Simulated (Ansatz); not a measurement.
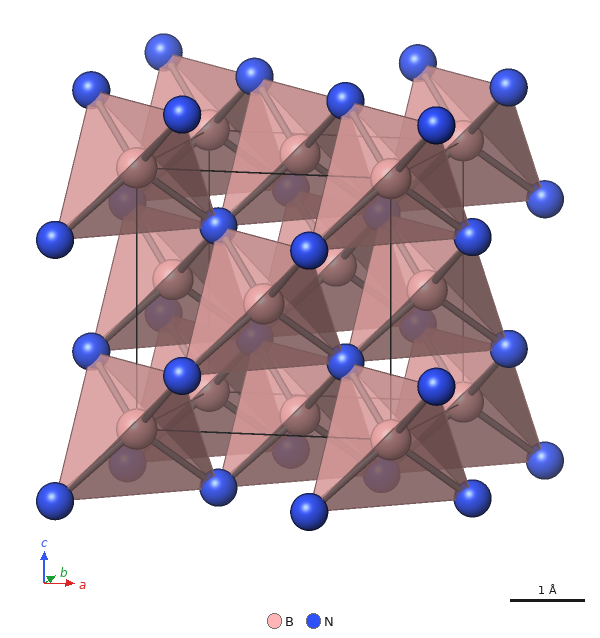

Reference structure: solid BN (built on the zincblende type) at its r2SCAN-relaxed geometry. Style: polyhedral. Shown: the conventional cell (4 times the calculation's cell), slightly off an axis. Lengths and directions refer to the drawn axes.

The calculation used Ansatz, DFT, HSE06, plane waves, PAW. Settings: plane-wave cutoff 420 eV; k-point mesh 8 × 8 × 8; occupations fixed; no spin polarisation.

Change: The cell is strained by +0.4 % along b and −1.0 % across it (volume −1.6 %). The atoms and the free axis were relaxed with r2SCAN under that strain, and this is a single point on that geometry.

The input:
```yaml
crystal:
  lattice:
    - [0.0, 1.7867772104, 1.8125564011]
    - [1.7867772104, 0.0, 1.8125564011]
    - [1.7867772104, 1.7867772104, 0.0]
  atoms:
    - { symbol: B, position: [0.0, 0.0, 0.0] }
    - { symbol: "N", position: [0.25, 0.25, 0.25] }
kpoints:
  mp_grid: { grid: [8, 8, 8] }
  band_path:
    path:
      - [0.0, 0.0, 0.0]
      - [-0.5, -0.5, 0.0]
      - [-0.375, -0.375, 0.25]
      - [-0.375, 0.0, 0.375]
      - [0.0, 0.0, 0.5]
      - [-0.5, -0.25, 0.25]
      - [0.0, 0.5, 0.5]
    npoints: 1
hamiltonian:
  xc: hse06
scf:
  occupations: { method: fixed }
  n_extra_bands: 4
output:
  forces: true
  stress: true
  eigenvalues: true
```

> What is the effect?

Near-neighbour distances before and after: B–N 1.563 → 1.555 Å. The space group (tolerance 0.01 Å) goes from F-43m (No. 216) to I-4m2 (No. 119). The energy changes by less than 1 meV per atom. The pressure goes from −4.4 to 1.9 GPa. The principal stresses (compression positive) are −4.5 GPa along b and 5.1 GPa across it. All forces vanish by symmetry.
